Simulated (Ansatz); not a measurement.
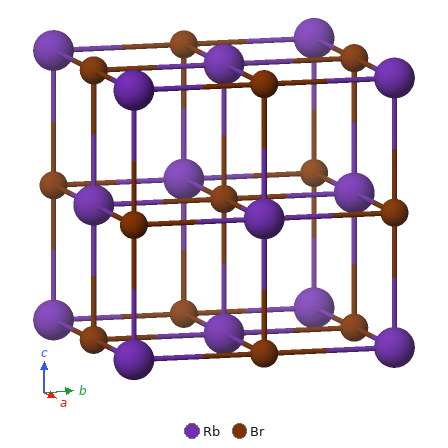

System: RbBr, space group Fm-3m (No. 225). The picture shows the conventional cell.

Structure:
```yaml
crystal:
  lattice:
    - [0.00000, 3.42700, 3.42700]
    - [3.42700, 0.00000, 3.42700]
    - [3.42700, 3.42700, 0.00000]
  atoms:
    - { symbol: Rb, position: [0.00000, 0.00000, 0.00000] }
    - { symbol: Br, position: [0.50000, 0.50000, 0.50000] }
```

Calculation (Ansatz 0.2.0): plane-wave DFT, no spin polarisation; energies at scaled volumes of the given cell, shape and fractions fixed, counted from the fit's minimum, third-order Birch-Murnaghan fit. Level: PBE0.

- k mesh: 4×4×4
- occupations: Fermi–Dirac
- smearing width: 0.05 eV
- potentials: Ansatz PAW
- wave cutoff: 420 eV
- density cutoff: 1680 eV

Predict the energy against volume. The volume takes the values 37.83, 38.64, 39.44, 40.25, 41.05, 41.86, 42.66 Å³/atom.

A third-order Birch–Murnaghan fit gives V0 = 42.36 Å³/atom, B0 = 12.6 GPa and B′ = 5.0. The energy falls from 23.83 meV/atom at volume 37.83 Å³/atom to 0.08 meV/atom at 42.66 Å³/atom.

```json
{"volume (Å³/atom)": "37.83", "energy (meV/atom)": "23.83"}
{"volume (Å³/atom)": "38.64", "energy (meV/atom)": "15.44"}
{"volume (Å³/atom)": "39.44", "energy (meV/atom)": "9.11"}
{"volume (Å³/atom)": "40.25", "energy (meV/atom)": "4.60"}
{"volume (Å³/atom)": "41.05", "energy (meV/atom)": "1.68"}
{"volume (Å³/atom)": "41.86", "energy (meV/atom)": "0.25"}
{"volume (Å³/atom)": "42.66", "energy (meV/atom)": "0.08"}
```

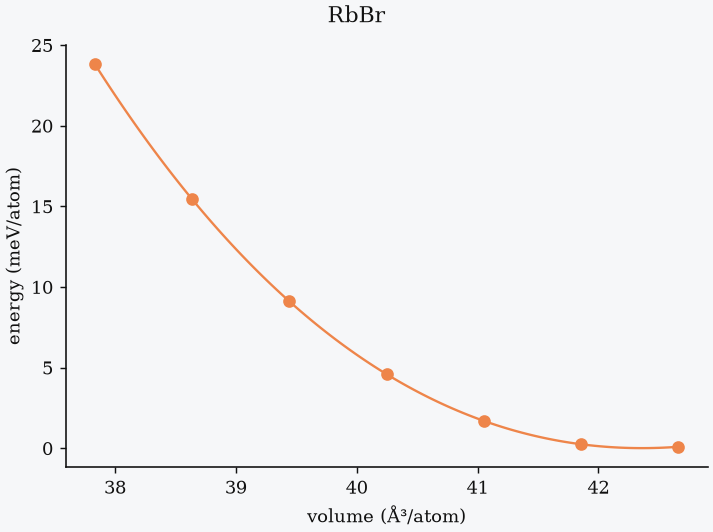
